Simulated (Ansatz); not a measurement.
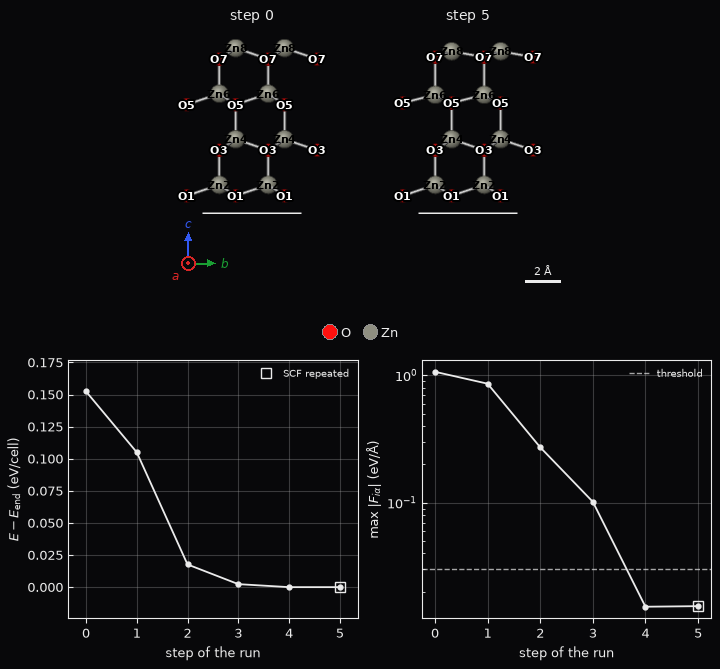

First and last geometry of a constrained relaxation of a slab of composition ZnO (cut from the P6_3mc phase), with the history of the run. The picture is a ball-and-stick view of the 2 × 2 repeat of the cell, outlined in the plane, without the vacuum, seen along the a axis.

Case: clean slab, lower half held. The slab is the (0 0 1) face of ZnO. 4 atoms are held fixed.

Level of theory: DFT PBEsol, scalar-relativistic, plane waves, PAW in Ansatz.

Input
```yaml
crystal:
  lattice:
    - [3.2300235105, 0.0, 0.0]
    - [-1.6150117552, 2.7972824149, 0.0]
    - [0.0, 0.0, 25.4527337104]
  atoms:
    - { symbol: O, position: [0.3333333333, 0.6666666667, 0.3339523407] }
    - { symbol: Zn, position: [0.6666666667, 0.3333333333, 0.3587546982] }
    - { symbol: O, position: [0.6666666667, 0.3333333333, 0.4363833277] }
    - { symbol: Zn, position: [0.3333333333, 0.6666666667, 0.4611856852] }
    - { symbol: O, position: [0.3333333333, 0.6666666667, 0.5388143148] }
    - { symbol: Zn, position: [0.6666666667, 0.3333333333, 0.5636166723] }
    - { symbol: O, position: [0.6666666667, 0.3333333333, 0.6412453018] }
    - { symbol: Zn, position: [0.3333333333, 0.6666666667, 0.6660476593] }
basis:
  ecutwfc: 420
kpoints:
  mp_grid: { grid: [9, 9, 1] }
hamiltonian:
  xc: pbesol
scf:
  occupations: { method: gaussian, width: 0.05 }
output:
  forces: true
  eigenvalues: true
  write_density: true
  write_potential: true
  elf: true
  volumetric_format: npy
relax:
  adjacent_minimum: "off"
  f_tol: 0.03
  max_steps: 70
  constraints: [{ sites: [0, 1, 2, 3] }]
efield:
  axis: 3
  dipole_correction: true
  ramp_width: 0.04
```

Command:
```bash
ansatz run input.yaml --threads 2 --pin off --max-ram 5120MiB --backend cpu --events-out ev --progress --plain --runs-dir out
```

**Read the history and describe the run.**

It converged. After 4 accepted moves (5 points after the start) the energy has fallen by 0.152 eV per cell of the calculation. The largest force component goes from 1.1 to 0.015 eV/Å. 1 step only repeated the SCF at the same geometry. Zn8 moves most: 0.18 Å along the normal (−c). Largest moves by element: Zn 0.18 Å, O 0.11 Å. The cell doesn't change. Some distances before and after: Zn6–O7 1.976 → 2.151 Å, Zn4–O5 1.976 → 2.074 Å, O7–Zn8 1.969 → 1.895 Å, O5–Zn6 1.969 → 1.923 Å. Among the angles between lasting bonds that change: Zn6–O7–Zn8 108.7° → 100.2°, Zn8–O7–Zn8 110.2° → 117.0°, O7–Zn8–O7 110.2° → 117.0°.
